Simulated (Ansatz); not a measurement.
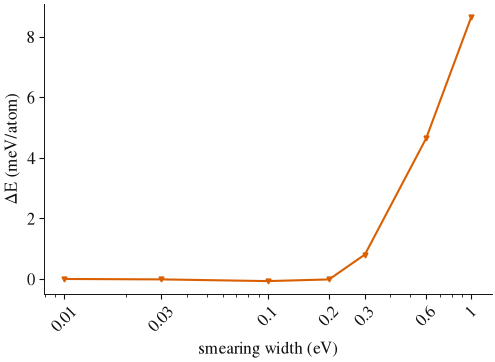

Convergence test: the smearing width is varied and all else is held.
The run: Re (P6_3/mmc, 2 atoms in the cell), by Ansatz, DFT, LDA (PW92), plane waves (420 eV) with PAW, scalar-relativistic; 13×13×7 k-mesh, Methfessel–Paxton smearing.
ΔE is the free energy less its value at the smallest setting, 0.01 eV.

From which setting is the free energy converged to 1 meV/atom?

The free energy is within 1 meV/atom of the smallest setting's value from 0.3 eV down. It is off by +8.7 meV/atom at 1 eV and +4.6 meV/atom at 0.6 eV.
